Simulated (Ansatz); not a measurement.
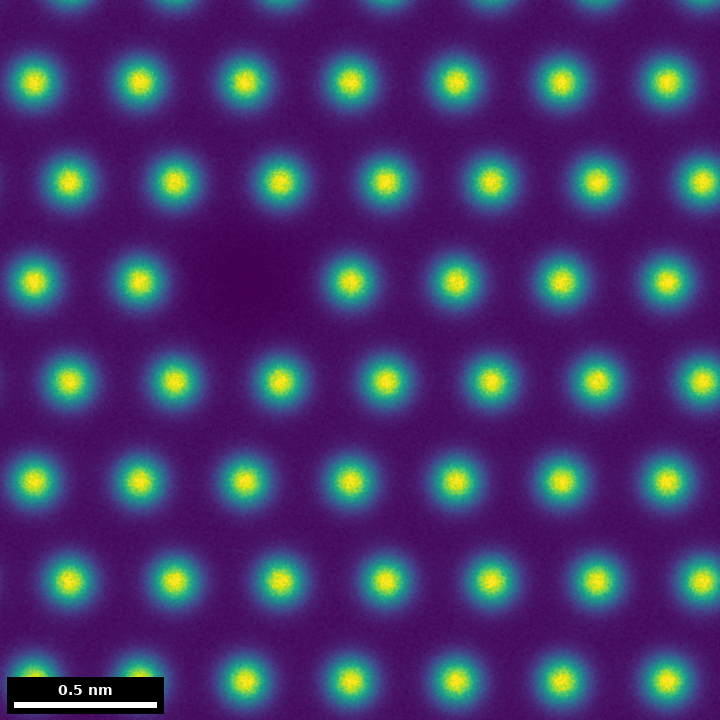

HAADF-like image of Sr (P6_3/mmc, No. 194) along [100]. The image is simulated as a sum over atoms of Z^1.7, blurred by a 1.30 Å probe (no channelling). The probe carries 25 % of its weight in a tail 2.5 times as wide. Shot noise was added.

The sample is 1 repeat (4.3 Å) thick. One point defect was put into the perfect crystal, without relaxing the atoms around it. Brightness is counted from the darkest point of the image. Host structure: the geometry relaxed with DFT, PBE, plane waves (420 eV) with PAW, scalar-relativistic in Ansatz; the starting structure was generated, so it need not be a known form of this composition.

Q: Where is the defect (in Å from the left and the top edge), and what does its contrast suggest?

A: At about 9 Å from the left and 10 Å from the top. The column has all but vanished there, which points to a vacancy or a much lighter atom. The column holds 1 atom (Sr) through the sample, and one Sr atom is missing, so its peak vanishes.
